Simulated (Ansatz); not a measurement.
# Nudged elastic band, with input and output: C₁₆HSi₁₆ (charge +1) (part 1 of 3)

System: C₁₆HSi₁₆ (defect cell, 33 atoms in the cell, total charge +1).
Method: DFT PBE, scalar-relativistic, plane waves, PAW, no spin polarisation (Ansatz 0.2.0).

The structure derives from a Materials Project entry. It belongs to a series of runs on one base structure; here: climbing-image band for the jump of H by 1.03 A.

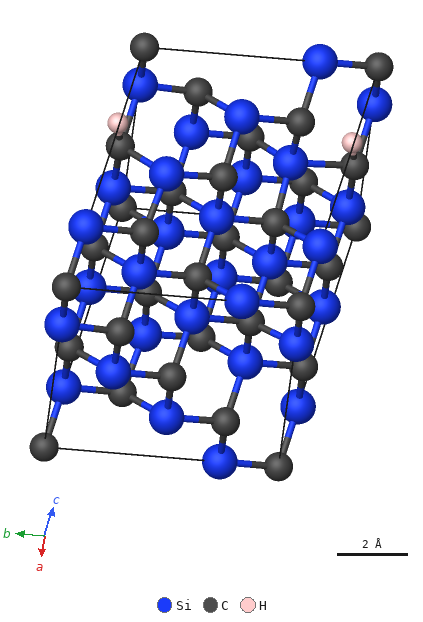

Fig. 1: The starting structure (ball-and-stick view of the cell of the calculation, seen at an oblique angle).

**Input**
```yaml
crystal:
  lattice:
    - [-4.3797259407, -4.3797259407, 4.3797259407]
    - [4.3797259407, -4.3797259407, -4.3797259407]
    - [4.3797259407, 4.3797259407, 4.3797259407]
  atoms:
    - { symbol: Si, position: [0.2501603266, 0.748792301, 0.2506322677] }
    - { symbol: Si, position: [-0.009038911, 0.7355441484, 0.4870999651] }
    - { symbol: Si, position: [0.4987866159, 0.4993849066, 0.2497012194] }
    - { symbol: Si, position: [0.2500328319, 0.50087468, 0.4986623909] }
    - { symbol: Si, position: [-0.0008831115, 0.5005475163, 0.7499972611] }
    - { symbol: Si, position: [0.7492064049, 0.7500243814, 0.7499955234] }
    - { symbol: Si, position: [0.5014134104, 0.752163199, 0.0013790823] }
    - { symbol: Si, position: [-0.0009232084, -0.0003220962, 0.2503017915] }
    - { symbol: Si, position: [0.7496489332, 0.2482546077, 0.2494871267] }
    - { symbol: Si, position: [0.5018734849, 0.2514932336, 0.5010155052] }
    - { symbol: Si, position: [0.2571874529, 0.2687718839, 0.7498748255] }
    - { symbol: Si, position: [0.000175311, 0.2507037374, 0.0009847586] }
    - { symbol: Si, position: [0.7508846806, 0.5005053296, -0.0009741313] }
    - { symbol: Si, position: [0.7491958387, -0.0002831213, 0.4990916445] }
    - { symbol: Si, position: [0.5035263325, 0.0019945016, 0.7501510967] }
    - { symbol: Si, position: [0.2539871705, -0.0016823135, 0.0131422935] }
    - { symbol: C, position: [0.2496129913, 0.4996140133, 0.249650701] }
    - { symbol: C, position: [-0.0004725753, 0.496806111, 0.4989080449] }
    - { symbol: C, position: [0.5017234646, 0.2508025612, 0.2513339911] }
    - { symbol: C, position: [0.2512023715, 0.2510234302, 0.4979547002] }
    - { symbol: C, position: [0.0013858692, 0.25059879, 0.7500027389] }
    - { symbol: C, position: [0.7498616937, 0.5007827669, 0.7500089454] }
    - { symbol: C, position: [0.5031677392, 0.5029299969, 0.0019563715] }
    - { symbol: C, position: [1.0003589176, 0.7494800054, 0.2486718784] }
    - { symbol: C, position: [0.7499671681, -2.43814e-05, 0.2503982998] }
    - { symbol: C, position: [0.4986570069, 0.0004780556, 0.500796424] }
    - { symbol: C, position: [0.2414490065, -0.0031853065, 0.7498795436] }
    - { symbol: C, position: [0.0006582636, -8.21289e-05, 0.0006649346] }
    - { symbol: C, position: [0.7480194318, 0.2497854873, -0.0006506218] }
    - { symbol: C, position: [0.7499349213, 0.7492565521, 0.4993393373] }
    - { symbol: C, position: [0.4977904342, 0.7519124995, 0.7500418442] }
    - { symbol: C, position: [0.250655632, 0.7478184513, 0.0011598815] }
    - { symbol: H, position: [0.1038053978, 0.0208309287, 0.7516116254] }
total_charge: 1
basis:
  ecutwfc: 420
  xc_grid: 2
kpoints:
  mp_grid: { grid: [2, 2, 2], shift: [0.5, 0.5, 0.5] }
hamiltonian:
  xc: pbe
scf:
  occupations: { method: gaussian, width: 0.02 }
output:
  forces: true
neb:
  images: 5
  f_tol: 0.05
  max_iterations: 70
  order_check: false
  final_atoms:
    - { symbol: Si, position: [0.2482546077, 0.7496489332, 0.2494871267] }
    - { symbol: Si, position: [-0.0002831213, 0.7491958387, 0.4990916445] }
    - { symbol: Si, position: [0.4993849066, 0.4987866159, 0.2497012194] }
    - { symbol: Si, position: [0.2514932336, 0.5018734849, 0.5010155052] }
    - { symbol: Si, position: [0.0019945016, 0.5035263325, 0.7501510967] }
    - { symbol: Si, position: [0.7500243814, 0.7492064049, 0.7499955234] }
    - { symbol: Si, position: [0.5005053296, 0.7508846806, -0.0009741313] }
    - { symbol: Si, position: [-0.0003220962, -0.0009232084, 0.2503017915] }
    - { symbol: Si, position: [0.748792301, 0.2501603266, 0.2506322677] }
    - { symbol: Si, position: [0.50087468, 0.2500328319, 0.4986623909] }
    - { symbol: Si, position: [0.2687718839, 0.2571874529, 0.7498748255] }
    - { symbol: Si, position: [-0.0016823135, 0.2539871705, 0.0131422935] }
    - { symbol: Si, position: [0.752163199, 0.5014134104, 0.0013790823] }
    - { symbol: Si, position: [0.7355441484, -0.009038911, 0.4870999651] }
    - { symbol: Si, position: [0.5005475163, -0.0008831115, 0.7499972611] }
    - { symbol: Si, position: [0.2507037374, 0.000175311, 0.0009847586] }
    - { symbol: C, position: [0.2508025612, 0.5017234646, 0.2513339911] }
    - { symbol: C, position: [0.0004780556, 0.4986570069, 0.500796424] }
    - { symbol: C, position: [0.4996140133, 0.2496129913, 0.249650701] }
    - { symbol: C, position: [0.2510234302, 0.2512023715, 0.4979547002] }
    - { symbol: C, position: [-0.0031853065, 0.2414490065, 0.7498795436] }
    - { symbol: C, position: [0.7519124995, 0.4977904342, 0.7500418442] }
    - { symbol: C, position: [0.5029299969, 0.5031677392, 0.0019563715] }
    - { symbol: C, position: [0.9999756186, 0.7499671681, 0.2503982998] }
    - { symbol: C, position: [0.7494800054, 0.0003589176, 0.2486718784] }
    - { symbol: C, position: [0.496806111, -0.0004725753, 0.4989080449] }
    - { symbol: C, position: [0.25059879, 0.0013858692, 0.7500027389] }
    - { symbol: C, position: [-8.21289e-05, 0.0006582636, 0.0006649346] }
    - { symbol: C, position: [0.7478184513, 0.250655632, 0.0011598815] }
    - { symbol: C, position: [0.7492565521, 0.7499349213, 0.4993393373] }
    - { symbol: C, position: [0.5007827669, 0.7498616937, 0.7500089454] }
    - { symbol: C, position: [0.2497854873, 0.7480194318, -0.0006506218] }
    - { symbol: H, position: [0.0208309287, 0.1038053978, 0.7516116254] }
```

Run on 4 threads of Arm Neoverse V1, 24 GiB of memory available, shared host.

Launch command:
```bash
ansatz run input.yaml --threads 4 --pin off --max-ram 8192MiB --backend cpu --events-out ev --progress --plain --runs-dir out
```

**What the program printed**
```
Warning: neb: disabling space-group detection — the band's intermediate images generally break the endpoint symmetry, so no spatial operation reduces the k-mesh or symmetrises the density, except that a semilocal band can use its path's symmetry ahead of convergence; time reversal is kept, so that k and −k are solved as one point where they differ and the mesh holds both, and exact exchange and, on two spinor components, a DFT+U term hold to it where the run has them: on two components no moment then forms, and a state that bears one, which a typed moment (crystal.atoms[].spin; refused beside efield: under a hybrid functional) reaches, can lie lower, under hf by electronvolts; crystal.symmetry.detect: false (a key that needs symmetry detection or time reversal refuses this as the deck is read) with time_reversal: false beside it drops time reversal too
Engine: ansatz 0.2.0, aarch64-unknown-linux-gnu
Pseudopotentials: kind: paw
Pseudopotential: Si, paw, valence charge 4, recommended cutoff 420 eV (normal), Si.paw.azcp
Pseudopotential: C, paw, valence charge 4, recommended cutoff 420 eV (normal), C.paw.azcp
Pseudopotential: H, paw, valence charge 1, recommended cutoff 420 eV (normal), H.paw.azcp
Functional definition: PBE
  parameter kappa = 0.804
  parameter beta = 0.06672455060314922
  exchange = pbe_x(kappa = kappa, mu = beta*pi^2/3)
  correlation = pbe_c(beta = beta)
parallel-image band execution: 4 concurrent image workers
NEB image 0
Crystal: 33 atoms, lattice volume = 336.048 Å³
Basis set: ecut = 420 eV, 6603 PW (Γ), exchange–correlation on 108×108×108 points (8 copies of the dense FFT grid, shifted against one another)
Bands: 97, of which v1, the nominal top of the filled ones, is band 64 counted from 1 (63 counted from 0)
Symmetry: 1 space group operations
k-points: 4 of 8 (time reversal used)
Non-local potential: Si, projectors of the file, l = 0: 2, l = 1: 2, l = 2: 2
Non-local potential: C, projectors of the file, l = 0: 2, l = 1: 2, l = 2: 1
Non-local potential: H, projectors of the file, l = 0: 2, l = 1: 1
PAW form: soft (Blöchl's): semilocal exchange-correlation on the pseudo side does not see the compensation charge
PAW one-centre angular grid: Si, 110 points (default); XC on 64 Gauss nodes
PAW one-centre angular grid: C, 110 points (default); XC on 64 Gauss nodes
PAW one-centre angular grid: H, 110 points (default); XC on 64 Gauss nodes
Initial density: superposition of atomic densities (neutral atoms scaled as one to the charged cell's electrons: chi_scale 0, normalization atom), corrected by the library's trained network
Initial wavefunctions: pseudopotential atomic-orbital guess
Functional: x = pbe(κ = 0.804, μ = 0.2195149727645171), c = pbe(β = 0.06672455060314922)
SCF iter   1: F=—  HF=-14218.941424 eV  |F-HF|=—  |Δ(HF+E_count)|=         —  Δρ=3.71e-3  dr2=6.41e-2  ethr=1.77e-3  ⟨swp⟩=6.2  Hψ=1778  notcnv=0  defer=22
preconditioner: auto → Resta (q_TF=auto, 2.323 Å⁻¹)  ε∞=4.7  [insulator: Δε(μ)=2.693 eV  Ē_g=11.937 eV  σ=0.020 eV  W_gap=1.00  n_scr=78 (ndim 8)  ℏωp=22.9 eV  f_vac=0.000  D(μ)=0.00/eV (n_scr^D=0)  ε∞_Penn≈4.7]
SCF iter   2: F=—  HF=-14218.928809 eV  |F-HF|=—  |Δ(HF+E_count)|=   1.26e-2  Δρ=1.40e-3  dr2=8.55e-3  ethr=5.01e-5  ⟨swp⟩=2.0  Hψ=644  notcnv=0  defer=116
SCF iter   3: F=—  HF=-14218.928521 eV  |F-HF|=—  |Δ(HF+E_count)|=   2.88e-4  Δρ=4.64e-4  dr2=7.28e-4  ethr=6.68e-6  ⟨swp⟩=2.0  Hψ=538  notcnv=0  defer=116
SCF iter   4: F=—  HF=-14218.928615 eV  |F-HF|=—  |Δ(HF+E_count)|=   9.31e-5  Δρ=9.58e-5  dr2=2.54e-5  ethr=5.69e-7  ⟨swp⟩=2.0  Hψ=522  notcnv=0  defer=116
SCF iter   5: F=—  HF=-14218.928559 eV  |F-HF|=—  |Δ(HF+E_count)|=   5.54e-5  Δρ=2.95e-5  dr2=3.15e-6  ethr=1.99e-8  ⟨swp⟩=2.0  Hψ=557  notcnv=0  defer=116
SCF iter   6: F=—  HF=-14218.928559 eV  |F-HF|=—  |Δ(HF+E_count)|=   3.38e-7  Δρ=7.72e-6  dr2=2.12e-7  ethr=2.46e-9  ⟨swp⟩=2.0  Hψ=528  notcnv=0  defer=116
SCF iter   7: F=-14218.928560 eV  HF=-14218.928560 eV  |F-HF|=4.05e-9  |Δ(HF+E_count)|=   9.06e-8  Δρ=1.38e-6  dr2=5.66e-9  ethr=7.81e-11  ⟨swp⟩=4.0  Hψ=1120  notcnv=0
SCF 1 converged in 7 iterations: F = -14218.928560 eV  dr2 = 5.66e-9
  greatest PAW one-centre occupation: 0.645 electrons in one spin orbital (limit 2), on the C atom at site 19 (counted from 0), in its partial waves of l = 0
NSCF: frozen V_eff on 4 k-points
NEB image 6
SCF iter   1: F=—  HF=-14218.941463 eV  |F-HF|=—  |Δ(HF+E_count)|=         —  Δρ=3.71e-3  dr2=6.40e-2  ethr=1.77e-3  ⟨swp⟩=6.2  Hψ=1781  notcnv=0  defer=20
SCF iter   2: F=—  HF=-14218.928817 eV  |F-HF|=—  |Δ(HF+E_count)|=   1.26e-2  Δρ=1.40e-3  dr2=8.57e-3  ethr=5.00e-5  ⟨swp⟩=2.0  Hψ=644  notcnv=0  defer=116
SCF iter   3: F=—  HF=-14218.928543 eV  |F-HF|=—  |Δ(HF+E_count)|=   2.74e-4  Δρ=4.63e-4  dr2=7.26e-4  ethr=6.70e-6  ⟨swp⟩=2.0  Hψ=538  notcnv=0  defer=116
SCF iter   4: F=—  HF=-14218.928637 eV  |F-HF|=—  |Δ(HF+E_count)|=   9.40e-5  Δρ=9.55e-5  dr2=2.52e-5  ethr=5.67e-7  ⟨swp⟩=2.0  Hψ=522  notcnv=0  defer=116
SCF iter   5: F=—  HF=-14218.928559 eV  |F-HF|=—  |Δ(HF+E_count)|=   7.80e-5  Δρ=2.92e-5  dr2=3.09e-6  ethr=1.97e-8  ⟨swp⟩=2.0  Hψ=557  notcnv=0  defer=116
SCF iter   6: F=—  HF=-14218.928559 eV  |F-HF|=—  |Δ(HF+E_count)|=   3.26e-7  Δρ=7.75e-6  dr2=2.17e-7  ethr=2.41e-9  ⟨swp⟩=2.0  Hψ=528  notcnv=0  defer=116
SCF iter   7: F=-14218.928560 eV  HF=-14218.928560 eV  |F-HF|=4.17e-9  |Δ(HF+E_count)|=   8.77e-8  Δρ=1.39e-6  dr2=5.70e-9  ethr=7.81e-11  ⟨swp⟩=4.0  Hψ=1132  notcnv=0
SCF 2 converged in 7 iterations: F = -14218.928560 eV  dr2 = 5.70e-9
[... from here on the iterations of each SCF are left out, up to the last one ...]
NSCF: frozen V_eff on 4 k-points
NEB end point (image 0): max|allowed force component| = 4.964e-3 eV/Å (the criterion of neb.relax_end_points is 1.000e-2)
NEB end point (image 6): max|allowed force component| = 4.965e-3 eV/Å (the criterion of neb.relax_end_points is 1.000e-2)
NEB image 1
preconditioner: auto → Resta (q_TF=auto, 2.323 Å⁻¹)  ε∞=4.7  [insulator: Δε(μ)=2.687 eV  Ē_g=11.909 eV  σ=0.020 eV  W_gap=1.00  n_scr=78 (ndim 8)  ℏωp=22.9 eV  f_vac=0.000  D(μ)=0.00/eV (n_scr^D=0)  ε∞_Penn≈4.7]
SCF 3 converged in 7 iterations: F = -14218.708644 eV  dr2 = 8.83e-9
NEB image 2
preconditioner: auto → Resta (q_TF=auto, 2.323 Å⁻¹)  ε∞=4.7  [insulator: Δε(μ)=2.659 eV  Ē_g=11.889 eV  σ=0.020 eV  W_gap=1.00  n_scr=78 (ndim 8)  ℏωp=22.9 eV  f_vac=0.000  D(μ)=0.00/eV (n_scr^D=0)  ε∞_Penn≈4.7]
SCF 4 converged in 7 iterations: F = -14218.372043 eV  dr2 = 2.28e-8
NEB image 3
preconditioner: auto → Resta (q_TF=auto, 2.323 Å⁻¹)  ε∞=4.7  [insulator: Δε(μ)=2.649 eV  Ē_g=11.881 eV  σ=0.020 eV  W_gap=1.00  n_scr=78 (ndim 8)  ℏωp=22.9 eV  f_vac=0.000  D(μ)=0.00/eV (n_scr^D=0)  ε∞_Penn≈4.7]
SCF 5 converged in 7 iterations: F = -14218.226693 eV  dr2 = 1.30e-8
NEB image 4
SCF 6 converged in 7 iterations: F = -14218.372043 eV  dr2 = 2.21e-8
NEB image 5
SCF 7 converged in 7 iterations: F = -14218.708644 eV  dr2 = 8.86e-9
NEB iter   1: max|band force component| = 1.192e0 eV/Å  barrier→ = 0.7019 eV  barrier← = 0.7019 eV  Δτ_max = 0.1060 Å  (49 SCF iters)
NEB image 1
Initial density: handed on by an earlier stage of this run
Initial wavefunctions: those handed on with the density
preconditioner: auto → Resta (q_TF=auto, 2.323 Å⁻¹)  ε∞=4.7  [insulator: Δε(μ)=2.641 eV  Ē_g=11.904 eV  σ=0.020 eV  W_gap=1.00  n_scr=78 (ndim 8)  ℏωp=22.9 eV  f_vac=0.000  D(μ)=0.00/eV (n_scr^D=0)  ε∞_Penn≈4.7]
SCF 8 converged in 6 iterations: F = -14218.815048 eV  dr2 = 2.21e-8
NEB image 2
preconditioner: auto → Resta (q_TF=auto, 2.323 Å⁻¹)  ε∞=4.7  [insulator: Δε(μ)=2.609 eV  Ē_g=11.885 eV  σ=0.020 eV  W_gap=1.00  n_scr=78 (ndim 8)  ℏωp=22.9 eV  f_vac=0.000  D(μ)=0.00/eV (n_scr^D=0)  ε∞_Penn≈4.7]
SCF 9 converged in 6 iterations: F = -14218.534867 eV  dr2 = 3.75e-8
NEB image 3
preconditioner: auto → Resta (q_TF=auto, 2.323 Å⁻¹)  ε∞=4.7  [insulator: Δε(μ)=2.589 eV  Ē_g=11.876 eV  σ=0.020 eV  W_gap=1.00  n_scr=78 (ndim 8)  ℏωp=22.9 eV  f_vac=0.000  D(μ)=0.00/eV (n_scr^D=0)  ε∞_Penn≈4.7]
SCF 10 converged in 6 iterations: F = -14218.376602 eV  dr2 = 3.80e-8
NEB image 4
SCF 11 converged in 6 iterations: F = -14218.534867 eV  dr2 = 3.80e-8
NEB image 5
SCF 12 converged in 6 iterations: F = -14218.815048 eV  dr2 = 2.25e-8
NEB iter   2: max|band force component| = 7.208e-1 eV/Å  barrier→ = 0.5520 eV  barrier← = 0.5520 eV  Δτ_max = 0.1620 Å  (30 SCF iters)
[... from here on the SCF iterations and repeated set-up lines of each step are left out, up to the last step ...]
NEB image 1
SCF 13 converged in 7 iterations: F = -14218.842203 eV  dr2 = 5.30e-9
NEB image 2
SCF 14 converged in 6 iterations: F = -14218.607014 eV  dr2 = 9.44e-8
NEB image 3
SCF 15 converged in 6 iterations: F = -14218.388378 eV  dr2 = 2.34e-8
NEB image 4
SCF 16 converged in 6 iterations: F = -14218.607014 eV  dr2 = 9.43e-8
NEB image 5
SCF 17 converged in 7 iterations: F = -14218.842203 eV  dr2 = 5.30e-9
NEB iter   3: max|band force component| = 1.225e0 eV/Å  barrier→ = 0.5402 eV  barrier← = 0.5402 eV  Δτ_max = 0.0793 Å  (32 SCF iters)
NEB image 1
SCF 18 converged in 6 iterations: F = -14218.876503 eV  dr2 = 5.13e-8
NEB image 2
SCF 19 converged in 6 iterations: F = -14218.624519 eV  dr2 = 1.62e-8
NEB image 3
SCF 20 converged in 6 iterations: F = -14218.418282 eV  dr2 = 7.39e-9
NEB image 4
SCF 21 converged in 6 iterations: F = -14218.624519 eV  dr2 = 1.61e-8
NEB image 5
SCF 22 converged in 6 iterations: F = -14218.876502 eV  dr2 = 5.13e-8
NEB iter   4: max|band force component| = 2.140e-1 eV/Å  barrier→ = 0.5103 eV  barrier← = 0.5103 eV  CI = image 3  Δτ_max = 0.0096 Å  (30 SCF iters)
NEB image 1
SCF 23 converged in 5 iterations: F = -14218.879429 eV  dr2 = 8.51e-9
NEB image 2
SCF 24 converged in 5 iterations: F = -14218.620560 eV  dr2 = 4.83e-9
NEB image 3
SCF 25 converged in 4 iterations: F = -14218.418968 eV  dr2 = 8.16e-8
NEB image 4
SCF 26 converged in 5 iterations: F = -14218.620560 eV  dr2 = 4.84e-9
NEB image 5
SCF 27 converged in 5 iterations: F = -14218.879429 eV  dr2 = 8.52e-9
NEB iter   5: max|band force component| = 9.943e-2 eV/Å  barrier→ = 0.5096 eV  barrier← = 0.5096 eV  CI = image 3  Δτ_max = 0.0091 Å  (24 SCF iters)
NEB image 1
preconditioner: auto → Resta (q_TF=auto, 2.323 Å⁻¹)  ε∞=4.7  [insulator: Δε(μ)=2.640 eV  Ē_g=11.916 eV  σ=0.020 eV  W_gap=1.00  n_scr=78 (ndim 8)  ℏωp=22.9 eV  f_vac=0.000  D(μ)=0.00/eV (n_scr^D=0)  ε∞_Penn≈4.7]
SCF 28 converged in 5 iterations: F = -14218.883450 eV  dr2 = 5.37e-8
NEB image 2
preconditioner: auto → Resta (q_TF=auto, 2.323 Å⁻¹)  ε∞=4.7  [insulator: Δε(μ)=2.620 eV  Ē_g=11.897 eV  σ=0.020 eV  W_gap=1.00  n_scr=78 (ndim 8)  ℏωp=22.9 eV  f_vac=0.000  D(μ)=0.00/eV (n_scr^D=0)  ε∞_Penn≈4.7]
SCF 29 converged in 4 iterations: F = -14218.624478 eV  dr2 = 3.89e-8
NEB image 3
SCF 30 converged in 4 iterations: F = -14218.419058 eV  dr2 = 1.68e-8
NEB image 4
SCF 31 converged in 4 iterations: F = -14218.624478 eV  dr2 = 3.89e-8
```
